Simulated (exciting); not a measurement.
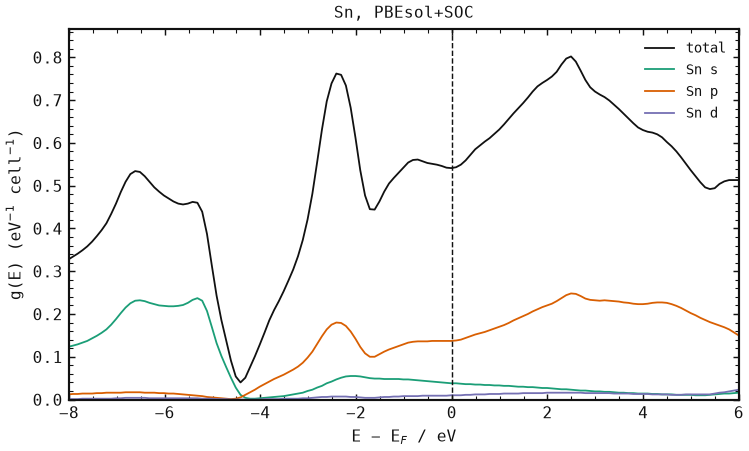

Density of states. Energies are counted from the Fermi level. The partial curves are projected inside the muffin-tin spheres; the rest of the total lies in parts that aren't drawn and between the spheres.

Structure: Sn, space group Immm, 1 atom in the primitive cell; a = 3.41 Å, b = 3.41 Å, c = 3.41 Å, α = 119.08°, β = 117.16°, γ = 93.29°.

Method: PBEsol, all-electron LAPW+lo, shipped species files, valence relativity iora*, spin-orbit coupling, no magnetisation, 11×11×11 k mesh, Methfessel-Paxton smearing of 0.1 eV (exciting).

Metal or insulator, and how many states lie at the Fermi level?

Answer. It is a metal. The density of states at the Fermi level is about 0.54 per eV and cell (mean within 0.25 eV).

This isn't the form of Sn at room conditions, which is tetragonal (white tin).
